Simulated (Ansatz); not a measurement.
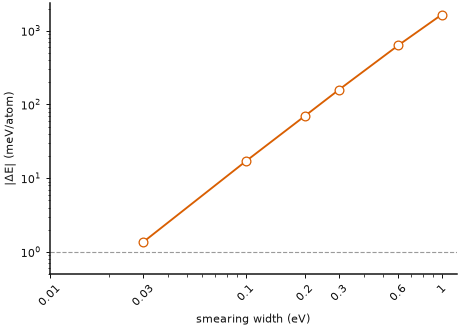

Convergence test: the smearing width is varied and all else is held.
Ca (Fm-3m, 1 atom in the cell); Ansatz, DFT, r2SCAN, plane waves (500 eV) with PAW, scalar-relativistic; 10×10×10 k-mesh, Fermi–Dirac smearing.
ΔE is the free energy less its value at the smallest setting, 0.01 eV.
Dashed lines or grey bands mark the tolerance: 1 meV/atom.
On logarithmic panels, open markers lie below the reference value and filled ones above.

Question: What is enough for the free energy to 1 meV/atom?

Answer: The free energy at the last setting but one, 0.03 eV, is still more than 1 meV/atom from the smallest setting's value, so the scan doesn't show it converged. It is off by 1700 meV/atom at 1 eV, 69 meV/atom at 0.2 eV and 1.4 meV/atom at 0.03 eV (always below it). The free energy falls with the width because it holds the −TS term of the fractional occupations.
